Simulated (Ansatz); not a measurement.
System: Al$_{27}$N (cell with a defect).

The calculation's input:

```
crystal:
  lattice:
    - [-6.0624313821, -6.0624313821, 0.0]
    - [-6.0624313821, 0.0, -6.0624313821]
    - [0.0, -6.0624313821, -6.0624313821]
  atoms:
    - { symbol: Al, position: [0.6666666667, 0.6666666667, 0.6666666667] }
    - { symbol: Al, position: [0.3333333333, 0.6666666667, 0.6666666667] }
    - { symbol: Al, position: [0.0, 0.6666666667, 0.6666666667] }
    - { symbol: Al, position: [0.6666666667, 0.3333333333, 0.6666666667] }
    - { symbol: Al, position: [0.3333333333, 0.3333333333, 0.6666666667] }
    - { symbol: Al, position: [0.0, 0.3333333333, 0.6666666667] }
    - { symbol: Al, position: [0.6666666667, 0.0, 0.6666666667] }
    - { symbol: Al, position: [0.3333333333, 0.0, 0.6666666667] }
    - { symbol: Al, position: [0.0, 0.0, 0.6666666667] }
    - { symbol: Al, position: [0.6666666667, 0.6666666667, 0.3333333333] }
    - { symbol: Al, position: [0.3333333333, 0.6666666667, 0.3333333333] }
    - { symbol: Al, position: [0.0, 0.6666666667, 0.3333333333] }
    - { symbol: Al, position: [0.6666666667, 0.3333333333, 0.3333333333] }
    - { symbol: Al, position: [0.3333333333, 0.3333333333, 0.3333333333] }
    - { symbol: Al, position: [0.0, 0.3333333333, 0.3333333333] }
    - { symbol: Al, position: [0.6666666667, 0.0, 0.3333333333] }
    - { symbol: Al, position: [0.3333333333, 0.0, 0.3333333333] }
    - { symbol: Al, position: [0.0, 0.0, 0.3333333333] }
    - { symbol: Al, position: [0.6666666667, 0.6666666667, 0.0] }
    - { symbol: Al, position: [0.3333333333, 0.6666666667, 0.0] }
    - { symbol: Al, position: [0.0, 0.6666666667, 0.0] }
    - { symbol: Al, position: [0.6666666667, 0.3333333333, 0.0] }
    - { symbol: Al, position: [0.3333333333, 0.3333333333, 0.0] }
    - { symbol: Al, position: [0.0, 0.3333333333, 0.0] }
    - { symbol: Al, position: [0.6666666667, 0.0, 0.0] }
    - { symbol: Al, position: [0.3333333333, 0.0, 0.0] }
    - { symbol: Al, position: [0.0, 0.0, 0.0] }
    - { symbol: "N", position: [0.9360174528, 0.9172598691, 0.8911748564] }
basis:
  ecutwfc: 420
  xc_grid: 2
kpoints:
  mp_grid: { grid: [3, 3, 3], shift: [0.0, 0.0, 0.0] }
hamiltonian:
  xc: pbe
scf:
  occupations: { method: gaussian, width: 0.1 }
output:
  forces: true
  stress: false
  eigenvalues: true
  write_density: true
  write_potential: true
  elf: true
  volumetric_format: npy
relax:
  adjacent_minimum: "off"
  f_tol: 0.02
  max_steps: 60
```

Launched as:

```sh
ansatz run input.yaml --threads 4 --pin off --max-ram 8192MiB --backend cpu --events-out ev --progress --plain --runs-dir out
```

The fields are those of the relaxed geometry.

The calculation used DFT PBE, scalar-relativistic, plane waves, PAW in Ansatz.

Q: What will maps of the valence pseudo-density and electron localisation function show?

A: Al–N (1.87 Å): the density is about 0.69 e/Å³ at the midpoint; the ELF peaks at about 0.90 between the atoms.

Q: Does the calculation give a band gap?

A: It is metallic or semimetallic at this level of theory: no gap opens.

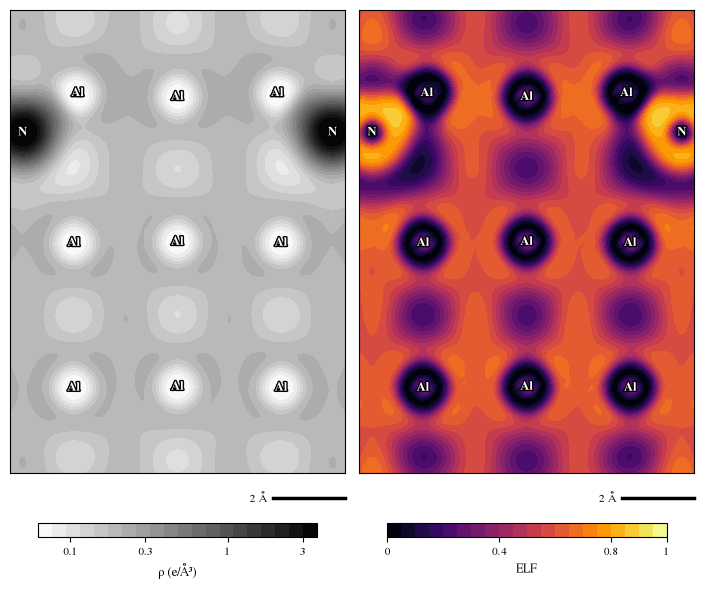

Computed valence pseudo-density and electron localisation function on the (101̄) plane of the calculation cell, in this order. 

Core electrons are frozen (PAW), and the valence fields are smoothed inside the atomic spheres.
